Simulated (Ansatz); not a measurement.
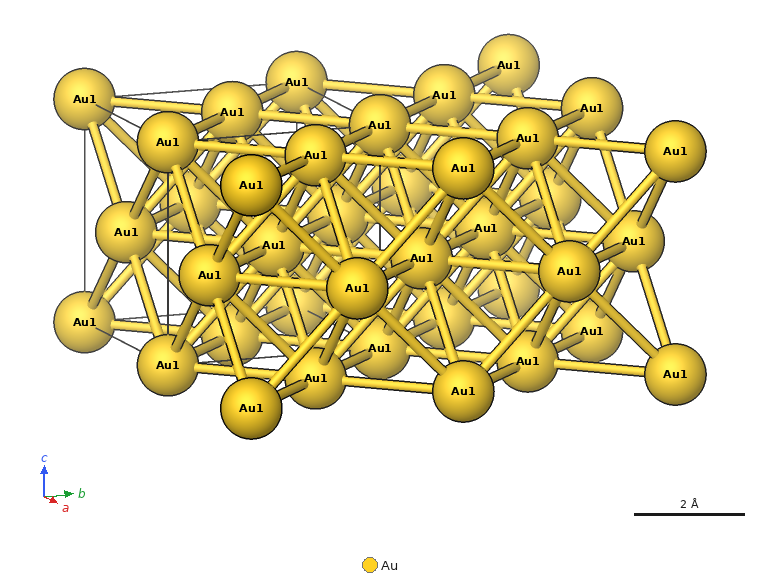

**Figure 1.** The input geometry of the first run (ball-and-stick view of the cell 4 times as large as that of the calculation, set on its symmetry axes, repeated 2 × 2 × 1, seen slightly off an axis; atoms are numbered from 1 in the order of the input).

# What a change does: single-point calculation on Au

System: Au (Fm-3m, 1 atom in the cell).
Method of the first run: DFT r2SCAN, scalar-relativistic, plane waves, PAW, no spin polarisation (Ansatz 0.2.0).

Text and figures count atoms from 1; the logs count them from 0 in places.

The input, the first run:
```yaml
crystal:
  lattice:
    - [0.0, 2.082729689, 2.082729689]
    - [2.082729689, 0.0, 2.082729689]
    - [2.082729689, 2.082729689, 0.0]
  atoms:
    - { symbol: Au, position: [0.0, 0.0, 0.0] }
basis:
  ecutwfc: 500
  ecutrho_ratio: 4
kpoints:
  mp_grid: { grid: [18, 18, 18] }
hamiltonian:
  xc: r2scan
scf:
  occupations: { method: gaussian, width: 0.05 }
output:
  forces: true
  stress: true
  eigenvalues: true
```

Hardware: 2 threads of an Arm (aarch64) CPU, shared host.

Output, shortened to warnings, some set-up lines, iterations and results (the first run):
```
Basis set: ecut = 500 eV, 459 PW (Γ), exchange–correlation on 96×96×96 points (64 copies of the dense FFT grid, shifted against one another)
Symmetry: 48 space group operations
k-points: 195 of 5832
Initial density: superposition of atomic densities (neutral atoms: chi_scale 0, normalization atom), corrected by the library's trained network
[...]
SCF iter   1: F=—  HF=-13163.510314 eV  |F-HF|=—  |Δ(HF+E_count)|=         —  Δρ=1.47e-2  dr2=4.06e-2  dr2_τ=2.72e-3  ethr=1.77e-3  ⟨swp⟩=5.1  Hψ=14285  notcnv=0
SCF iter   2: F=—  HF=-13163.502445 eV  |F-HF|=—  |Δ(HF+E_count)|=   7.87e-3  Δρ=5.64e-3  dr2=3.20e-3  dr2_τ=2.38e-3  ethr=2.14e-4  ⟨swp⟩=2.5  Hψ=6034  notcnv=0  defer=85
SCF iter   3: F=—  HF=-13163.501941 eV  |F-HF|=—  |Δ(HF+E_count)|=   5.04e-4  Δρ=2.14e-3  dr2=2.91e-4  dr2_τ=4.39e-5  ethr=1.68e-5  ⟨swp⟩=2.2  Hψ=3865  notcnv=0  defer=85
SCF iter   4: F=—  HF=-13163.501976 eV  |F-HF|=—  |Δ(HF+E_count)|=   3.49e-5  Δρ=1.15e-4  dr2=6.78e-7  dr2_τ=1.74e-7  ethr=1.53e-6  ⟨swp⟩=2.4  Hψ=3473  notcnv=0  defer=85
SCF iter   5: F=—  HF=-13163.501983 eV  |F-HF|=—  |Δ(HF+E_count)|=   7.19e-6  Δρ=3.26e-5  dr2=7.57e-8  dr2_τ=1.66e-8  ethr=3.57e-9  ⟨swp⟩=2.0  Hψ=3727  notcnv=0  defer=85
SCF iter   6: F=-13163.501983 eV  HF=-13163.501983 eV  |F-HF|=3.51e-10  |Δ(HF+E_count)|=   5.08e-8  Δρ=1.84e-6  dr2=5.07e-10  dr2_τ=1.78e-11  ethr=3.99e-10  ⟨swp⟩=3.7  …
SCF 1 converged in 6 iterations: F = -13163.501983 eV  dr2 = 5.07e-10
SCF converged after 6 iterations
Free energy (F): -13163.501983 eV
Harris-Foulkes:  -13163.501983 eV  (|F-HF|=3.51e-10)
Internal energy: -13163.501742 eV  (E = F + TS)
E sigma→0 (E₀):  -13163.501863 eV
Entropy (-TS):   -0.000241 eV (-0.241 meV/atom)
Fermi energy:    18.877212 eV
--- Per-component energies (eV) ---
  E_band       = -251.244022
  E_kinetic    = 604.696734
  E_local      = -1797.234919  (includes V_loc(G=0)·N_el)
  E_nonlocal   = 76.076465
  E_hartree    = 762.924916
  E_xc         = -217.630089
  E_vxc        = -306.065461  (∫ρ·V_xc dr)
  E_paw        = -9731.327047  (= ΣΔE_a)
  E_vpaw       = -375.470548  (= ΣTr[D̂ρ^β])
  E_aug_tail   = 0.000672  (compensation charges beyond the density's cutoff)
  E_vtau       = 20.902201  (kinetic-family band-sum trace: ∫τ·v_τ [+ j·A + Jᵃ·Aᵃ] dr)
  E_ewald      = -2860.832151
  E_core_change = -0.176324  (= ΣΔE_core)
  E_smearing   = -0.000241  (= −TS)
  E_closure    = -0.000000  (closes the sum)
  Σ components = -13163.501983   (vs F -13163.501983, Δ=0.00e0)
--- Forces (eV/Å), atoms counted from 1 ---
  atom   1  Au    -0.00000000     0.00000000     0.00000000
  max |Σ_I F_I| component: 1.23e-31 eV/Å
--- Stress (GPa, compression-positive) ---
       -4.240962      -0.000000       0.000000
        0.000000      -4.240962       0.000000
       -0.000000      -0.000000      -4.240962
  P = ⅓ Tr σ = -4.2410 GPa (-42.410 kbar)
```

The input of the second run differs as follows (lines with − go, lines with + come):
```diff
-    - [0.0, 2.082729689, 2.082729689]
-    - [2.082729689, 0.0, 2.082729689]
-    - [2.082729689, 2.082729689, 0.0]
+    - [0.0, 2.0621937862, 2.0621937862]
+    - [2.0621937862, 0.0, 2.0621937862]
+    - [2.0621937862, 2.0621937862, 0.0]
```

What does this change do to the results?

With the same functional and potentials, the second run lies 7.2 meV per atom lower. The pressure goes from −4.24 to 0.00 GPa. The volume per atom goes from 18.07 to 17.54 Å³. The cell is scaled evenly with the atoms at fixed fractional positions, so −ΔP/Δ ln V estimates the bulk modulus midway between the two volumes: about 140 GPa. The number of SCF iterations is the same.

Output, shortened to warnings, some set-up lines, iterations and results (the second run):
```
Basis set: ecut = 500 eV, 459 PW (Γ), exchange–correlation on 96×96×96 points (64 copies of the dense FFT grid, shifted against one another)
Symmetry: 48 space group operations
k-points: 195 of 5832
Initial density: superposition of atomic densities (neutral atoms: chi_scale 0, normalization atom), corrected by the library's trained network
[...]
SCF iter   1: F=—  HF=-13163.517283 eV  |F-HF|=—  |Δ(HF+E_count)|=         —  Δρ=1.48e-2  dr2=3.94e-2  dr2_τ=2.97e-3  ethr=1.77e-3  ⟨swp⟩=5.0  Hψ=14215  notcnv=0
SCF iter   2: F=—  HF=-13163.509513 eV  |F-HF|=—  |Δ(HF+E_count)|=   7.77e-3  Δρ=5.50e-3  dr2=2.76e-3  dr2_τ=2.24e-3  ethr=2.07e-4  ⟨swp⟩=2.4  Hψ=5969  notcnv=0  defer=85
SCF iter   3: F=—  HF=-13163.509184 eV  |F-HF|=—  |Δ(HF+E_count)|=   3.29e-4  Δρ=2.18e-3  dr2=2.96e-4  dr2_τ=4.27e-5  ethr=1.46e-5  ⟨swp⟩=2.3  Hψ=3999  notcnv=0  defer=85
SCF iter   4: F=—  HF=-13163.509225 eV  |F-HF|=—  |Δ(HF+E_count)|=   4.14e-5  Δρ=1.25e-4  dr2=1.00e-6  dr2_τ=2.28e-7  ethr=1.56e-6  ⟨swp⟩=2.8  Hψ=3814  notcnv=0  defer=85
SCF iter   5: F=—  HF=-13163.509227 eV  |F-HF|=—  |Δ(HF+E_count)|=   1.71e-6  Δρ=3.45e-5  dr2=9.52e-8  dr2_τ=1.76e-8  ethr=5.27e-9  ⟨swp⟩=2.0  Hψ=3722  notcnv=0  defer=85
SCF iter   6: F=-13163.509227 eV  HF=-13163.509227 eV  |F-HF|=5.37e-10  |Δ(HF+E_count)|=   6.94e-8  Δρ=2.00e-6  dr2=5.17e-10  dr2_τ=2.56e-11  ethr=5.01e-10  ⟨swp⟩=3.7  …
SCF 1 converged in 6 iterations: F = -13163.509227 eV  dr2 = 5.17e-10
SCF converged after 6 iterations
Free energy (F): -13163.509227 eV
Harris-Foulkes:  -13163.509227 eV  (|F-HF|=5.37e-10)
Internal energy: -13163.508898 eV  (E = F + TS)
E sigma→0 (E₀):  -13163.509063 eV
Entropy (-TS):   -0.000329 eV (-0.329 meV/atom)
Fermi energy:    19.675225 eV
--- Per-component energies (eV) ---
  E_band       = -238.678301
  E_kinetic    = 605.260370
  E_local      = -1753.120414  (includes V_loc(G=0)·N_el)
  E_nonlocal   = 75.994866
  E_hartree    = 747.102349
  E_xc         = -217.948460
  E_vxc        = -306.526939  (∫ρ·V_xc dr)
  E_paw        = -9731.300930  (= ΣΔE_a)
  E_vpaw       = -375.408781  (= ΣTr[D̂ρ^β])
  E_aug_tail   = 0.000762  (compensation charges beyond the density's cutoff)
  E_vtau       = 20.916131  (kinetic-family band-sum trace: ∫τ·v_τ [+ j·A + Jᵃ·Aᵃ] dr)
  E_ewald      = -2889.321118
  E_core_change = -0.176324  (= ΣΔE_core)
  E_smearing   = -0.000329  (= −TS)
  E_closure    = -0.000000  (closes the sum)
  Σ components = -13163.509227   (vs F -13163.509227, Δ=0.00e0)
--- Forces (eV/Å), atoms counted from 1 ---
  atom   1  Au    -0.00000000    -0.00000000    -0.00000000
  max |Σ_I F_I| component: 3.90e-32 eV/Å
--- Stress (GPa, compression-positive) ---
        0.003300      -0.000000      -0.000000
       -0.000000       0.003300      -0.000000
        0.000000       0.000000       0.003300
  P = ⅓ Tr σ = 0.0033 GPa (0.033 kbar)
```

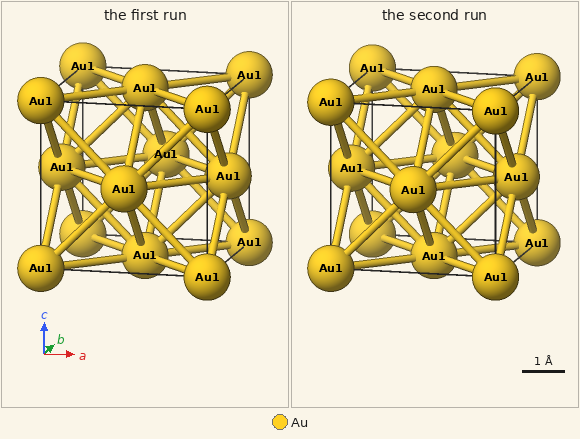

**Figure 2.** The two input geometries at one scale (ball-and-stick view of the cell 4 times as large as that of the calculation, set on its symmetry axes, seen slightly off an axis). No atom moves by more than 0.005 Å relative to the cell. Cell: a = b = c 4.165 → 4.124 Å (−1.0 %). Volume −2.9 %. Among the contacts that change: Au1–Au1 2.945 → 2.916 Å.

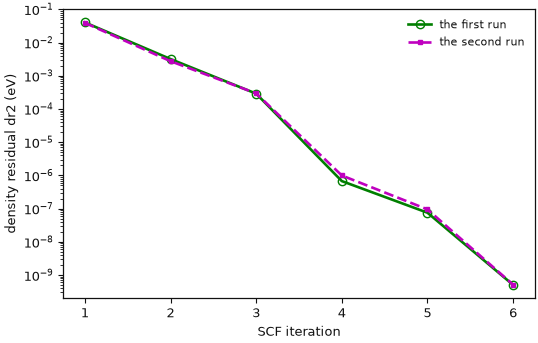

**Figure 3.** Convergence of the two runs: density residual dr2 against the SCF iteration. The first run takes 6 iterations in all, and the second run takes 6.

The two runs side by side:

```csv
quantity,the first run,the second run
outcome,converged,converged
free energy per atom (eV),−13163.5020,−13163.5092
gap on the mesh (eV),0.00,0.00
pressure (GPa),−4.24,0.00
volume per atom (Å³),18.07,17.54
largest force (eV/Å),0.000,0.000
SCF iterations,6,6
irreducible k-points,195,195
plane waves at Γ,459,459
wall time (shared host),2.8 s,2.8 s
```

For both runs: Spin–orbit coupling is left out, which matters for Au.
